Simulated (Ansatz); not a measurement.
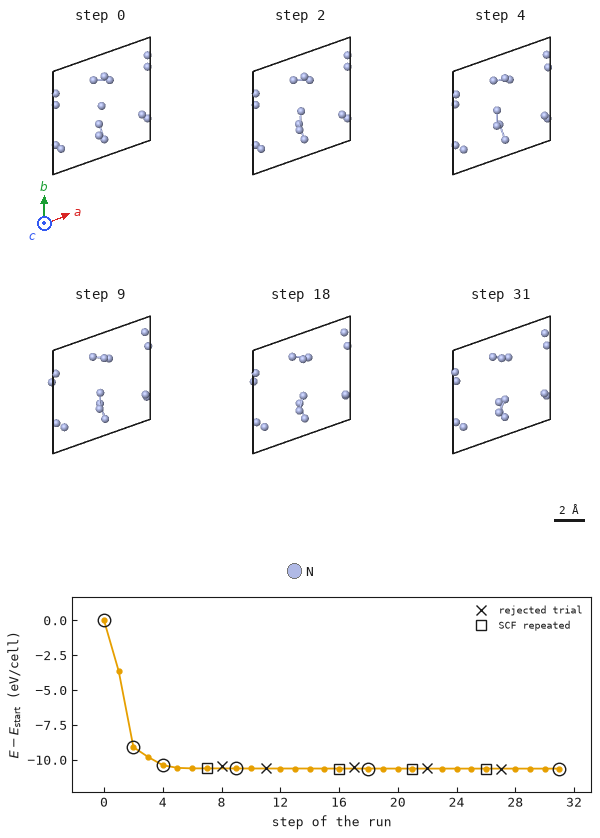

Frames of a relaxation of a defect cell of composition N (started half-way along a vacancy jump, in the symmetry of that start), marked on the history of the run. A ball-and-stick model of the cell of the calculation, reduced to other axes (origin shifted), seen along the c axis. Lengths and directions refer to the drawn axes.

All numbers below come from Ansatz 0.2.0, DFT PBE+D3(BJ), scalar-relativistic, plane waves, PAW.

Input file:
```yaml
crystal:
  lattice:
    - [-5.6998369331, 5.6998369331, 0.0]
    - [0.0, 5.6998369331, -5.6998369331]
    - [-5.6998369331, 0.0, -5.6998369331]
  atoms:
    - { symbol: "N", position: [0.0278902595, 0.0278902595, 0.9163292216] }
    - { symbol: "N", position: [0.0278902595, 0.9163292216, 0.5278902595] }
    - { symbol: "N", position: [0.5278902595, 0.4163292216, 0.0278902595] }
    - { symbol: "N", position: [0.9163292216, 0.5278902595, 0.5278902595] }
    - { symbol: "N", position: [0.4163292216, 0.0278902595, 0.0278902595] }
    - { symbol: "N", position: [0.5278902595, 0.0278902595, 0.5278902595] }
    - { symbol: "N", position: [0.0278902595, 0.5278902595, 0.0278902595] }
    - { symbol: "N", position: [0.9721010871, 0.9721010871, 0.0836967387] }
    - { symbol: "N", position: [0.4721010871, 0.4721010871, 0.5836967387] }
    - { symbol: "N", position: [0.4721010871, 0.5836967387, 0.9721010871] }
    - { symbol: "N", position: [0.7499956733, 0.3057934991, 0.4442151543] }
    - { symbol: "N", position: [0.5836967387, 0.9721010871, 0.9721010871] }
    - { symbol: "N", position: [0.0836967387, 0.4721010871, 0.4721010871] }
    - { symbol: "N", position: [0.9721010871, 0.4721010871, 0.9721010871] }
    - { symbol: "N", position: [0.4721010871, 0.9721010871, 0.4721010871] }
basis:
  ecutwfc: 420
kpoints:
  mp_grid: { grid: [4, 4, 4] }
hamiltonian:
  xc: pbe
  dispersion: d3bj
scf:
  occupations: { method: gaussian, width: 0.05 }
output:
  forces: true
  stress: true
  eigenvalues: true
relax:
  adjacent_minimum: "off"
  f_tol: 0.02
  max_steps: 60
  escape_saddle: false
```

Run as
```bash
ansatz run input.yaml --threads 4 --pin off --max-ram 9216MiB --backend cpu --events-out ev --progress --plain --runs-dir out
```

### What happens along the run?

The atom that moves furthest is N11 (1.16 Å roughly along [1 −3 0]). The lattice vectors keep their values. Some distances before and after: N9–N11 2.016 → 1.102 Å. New bonds form: N9–N11 (2.02 → 1.10 Å). The energy falls by 10.617 eV per cell of the calculation in 22 accepted moves (31 points after the start). The largest force component goes from 6.6 to 0.0013 eV/Å. The line search rejected the trial steps at points 8, 11, 17, 22, 27 of the run. 4 steps only repeated the SCF at the same geometry. The forces were under the threshold at step 15, but the run went on from there. The run took 7.1 min on 4 threads of Intel(R) Xeon(R) 6975P-C (Granite Rapids) (shared host), peak memory 1.3 GiB. From step 0 to 2: N9 moves most (0.38 Å), energy −9.080 eV per cell of the calculation. From step 2 to 4: N9 moves most (0.34 Å), energy −1.291 eV per cell of the calculation. From step 4 to 9: N atoms move most (0.33 Å), energy −0.235 eV per cell of the calculation. From step 9 to 18: N11 moves most (0.35 Å), energy −8.1 meV per cell of the calculation. From step 18 to 31: N11 moves most (0.34 Å), energy −4.0 meV per cell of the calculation.

Limits of the set-up: the cell has an odd number of electrons but was run without spin polarisation; the periodic images lie only 8.1 Å apart, so the values are limited by the cell's size.
